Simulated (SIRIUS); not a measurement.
# A series of single points on MoS2

System: MoS2 (R3m, 3 atoms in the cell).
Method: Kohn-Sham DFT of a periodic cell, PBEsol, dojo-sr-pbesol-0.4.1-standard, no spin polarisation (SIRIUS 7.12.0).

The 7 runs differ only in the geometry, by an even scaling of the cell at fixed fractional positions. The structure derives from an entry of the Crystallography Open Database.

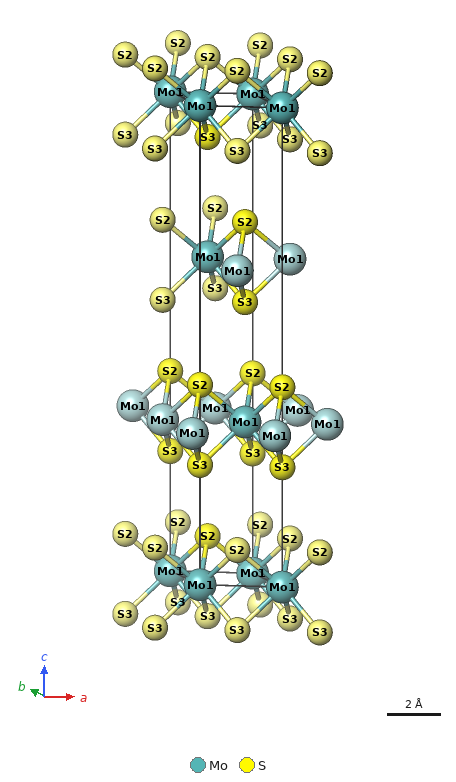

Figure 1. The structure of run 4 (ball-and-stick view of the cell 3 times as large as that of the calculation, set on its symmetry axes, seen at an oblique angle; neighbours outside the cell are drawn fainter; atoms are numbered from 1 in the order of the input). An atom can appear more than once, as a periodic image.

### Input of run 4
```
{
  "control": {
    "processing_unit": "cpu",
    "verbosity": 2,
    "num_bands_to_print": 21,
    "print_forces": true,
    "print_stress": true
  },
  "parameters": {
    "electronic_structure_method": "pseudopotential",
    "xc_functionals": ["XC_GGA_X_PBE_SOL", "XC_GGA_C_PBE_SOL"],
    "gk_cutoff": 9.0,
    "pw_cutoff": 18.0,
    "ngridk": [10, 10, 10],
    "shiftk": [0, 0, 0],
    "smearing": "fermi_dirac",
    "smearing_width": 0.0018374661,
    "num_bands": 21,
    "num_mag_dims": 0,
    "num_dft_iter": 100,
    "energy_tol": 1e-08,
    "density_tol": 1e-06
  },
  "iterative_solver": {
    "type": "davidson",
    "min_tolerance": 1e-10
  },
  "mixer": {
    "type": "anderson",
    "beta": 0.7,
    "max_history": 8
  },
  "settings": {
    "tol_ne": 1e-10,
    "pseudo_grid_cutoff": 6.5
  },
  "unit_cell": {
    "lattice_vectors": [
      [0.246301305837, 0.142202125224, 0.958704449935],
      [-0.246301305837, 0.142202125224, 0.958704449935],
      [0.0, -0.284404250447, 0.958704449935]
    ],
    "lattice_vectors_scale": 12.122417568,
    "atom_coordinate_units": "lattice",
    "atom_types": ["Mo", "S"],
    "atom_files": {
      "Mo": "Mo.json",
      "S": "S.json"
    },
    "atoms": {
      "Mo": [
        [0.0, 0.0, 0.0]
      ],
      "S": [
        [0.417, 0.417, 0.417],
        [0.25, 0.25, 0.25]
      ]
    }
  }
}
```

Command:
```bash
upf_to_json Mo.upf
upf_to_json S.upf
OMP_NUM_THREADS=4 sirius.scf --input=sirius.json --output=out.json --task=0
```

Lattice vectors (Å) and fractional positions of run 4:
```
   1.580000    0.912213    6.150000
  -1.580000    0.912213    6.150000
   0.000000   -1.824427    6.150000
Mo  0.000000  0.000000  0.000000
S   0.417000  0.417000  0.417000
S   0.250000  0.250000  0.250000
```

Run 2 has the same physical settings and fractional positions; its lattice vectors (Å) are:
```
   1.558646    0.899885    6.066882
  -1.558646    0.899885    6.066882
   0.000000   -1.799769    6.066882
```

### Results, with one run withheld

```tsv
run	volume per atom (Å³)	free energy per atom, from the lowest run given (meV)	pressure (GPa)	gap on the mesh (eV)
1	16.664	37.60	11.49	0.85
2	17.019	?	?	?
3	17.373	4.52	3.71	0.89
4	17.728	0.00	0.41	0.91
5	18.083	2.42	−2.56	0.93
6	18.437	11.06	−5.22	0.94
7	18.792	25.29	−7.61	0.96
```

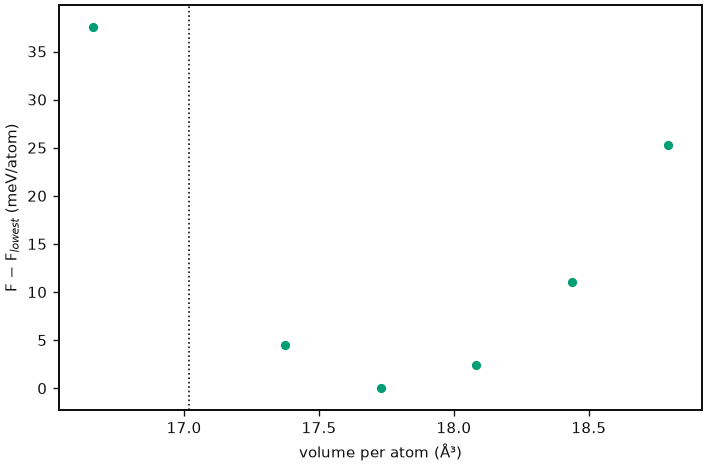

Figure 2. Free energy per atom of the runs given; the dotted line marks run 2.

Fit the runs given and predict run 2.

A cubic polynomial in V^(−2/3) (the Birch–Murnaghan form), fitted to the 6 runs given, misses them by at most 0.01 meV per atom. With x = V^(−2/3) − 0.14656 Å⁻², it reads F = −0.00090895 − 465.69 x + 8.9375e+05 x² + 1.2886e+06 x³ (meV per atom). At run 2 it gives 16.73 meV per atom, and the run itself gives 16.76. The slope of the fit gives a pressure −dF/dV of 7.40 GPa there, and the run prints 7.39 GPa. The fit has its minimum at 17.775 Å³ per atom, where V d²F/dV² gives 155 GPa. Cell shape and fractional positions are held, so this is the stiffness under even scaling; the relaxed bulk modulus wasn't computed and can be far lower in a crystal of layers, chains or molecules like this one. The gap on the mesh goes, without turning, from 0.85 eV in run 1 to 0.96 eV in run 7; run 2 has 0.87 eV. These are gaps of this functional on this mesh, which can miss the band edges; they aren't the measured gap.

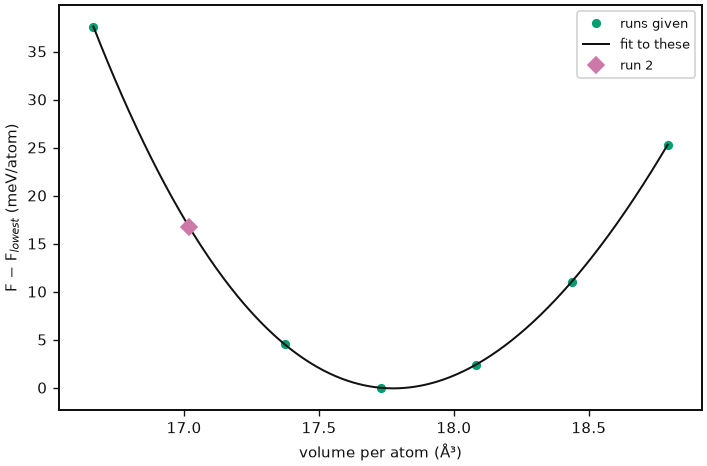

Figure 3. The fit and the withheld run.

### Some lines of the output (run 2)
```
[...]
[find] Free energy (E-TS)             :     -92.41479935 (Ha),    -184.82959870 (Ry)
[find] band gap (eV)                  :       0.87103064
[find] Efermi                         :       0.44937863
[find] Total energy                   :     -92.41479931 (Ha),    -184.82959862 (Ry)
[find] Free energy (E-TS)             :     -92.41479937 (Ha),    -184.82959874 (Ry)
[find] band gap (eV)                  :       0.87104229
[find] Efermi                         :       0.44937963
[find] Total energy                   :     -92.41479932 (Ha),    -184.82959864 (Ry)
[find] Free energy (E-TS)             :     -92.41479938 (Ha),    -184.82959875 (Ry)
[find] band gap (eV)                  :       0.87104474
[find] Efermi                         :       0.44937956
[find] Free energy (E-TS)             :     -92.41479938 (Ha),    -184.82959876 (Ry)
[find] band gap (eV)                  :       0.87104835
[find] Efermi                         :       0.44938022
```
